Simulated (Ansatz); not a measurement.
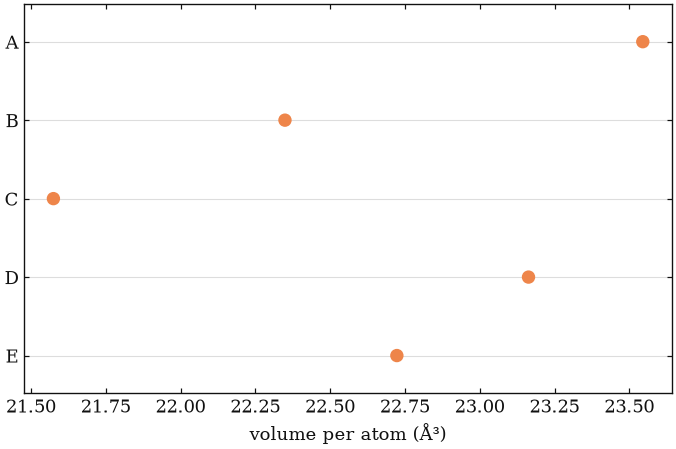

The picture above shows the volume per atom by functional for ZnSe. The labels are replaced by letters. In alphabetical order the cases are: HSE06; LDA; PBE; PBEsol; r2SCAN.

Method: relaxed lattice of one prototype by several density functionals, zero stress, symmetry kept, spin-unpolarised plane waves (Ansatz 0.2.0).

| setting | value |
| --- | --- |
| prototype | zincblende |
| atoms in cell | 2 |
| periodic directions | 3 |

Which letter stands for which functional?

Answer. A: PBE (23.5 Å³); B: PBEsol (22.3 Å³); C: LDA (21.6 Å³); D: HSE06 (23.2 Å³); E: r2SCAN (22.7 Å³).
